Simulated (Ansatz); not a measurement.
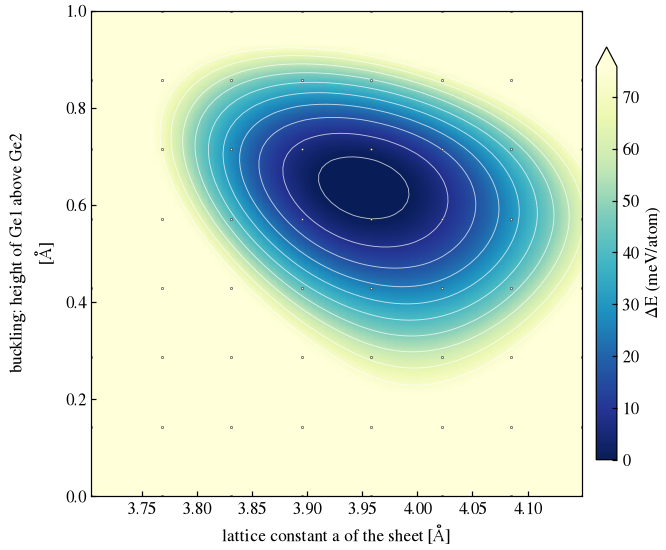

A two-dimensional sheet of Ge of the honeycomb type (2 atoms in the cell). The lattice constant and the buckling of a sheet are varied, nothing relaxed. The first coordinate is: lattice constant a of the sheet (both vectors scaled alike); the second: buckling: height of Ge1 above Ge2. Grid: 8 × 8 points. Points are written as (first, second). All energies are given in meV/atom relative to the lowest grid point. All numbers below come from DFT LDA, scalar-relativistic, plane waves, PAW in Ansatz. Settings: cutoff 420 eV, k-mesh 12×12×1, gaussian smearing 0.1 eV, no spin polarisation.

The picture shows a smooth colour map with a few white contour lines, dots at the grid points, one colour for all values above the top of the scale. Between grid points the surface is interpolated.

Question: Where is the minimum, and how stiff is the well along each coordinate?

Answer: The interpolated minimum is at the first coordinate ≈ 3.951 Å, the second coordinate ≈ 0.636 Å. The curvatures there are about 9 eV/Å² and 3.6 eV/Å², with a cross term of about 1.4 eV/Å² (per cell of 2 atoms). Round the minimum the valley is somewhat tilted: raising the first coordinate shifts the best value of the second coordinate downwards (coupling k₁₂/√(k₁₁k₂₂) about 0.2).

PAW datasets: the set soft_1.
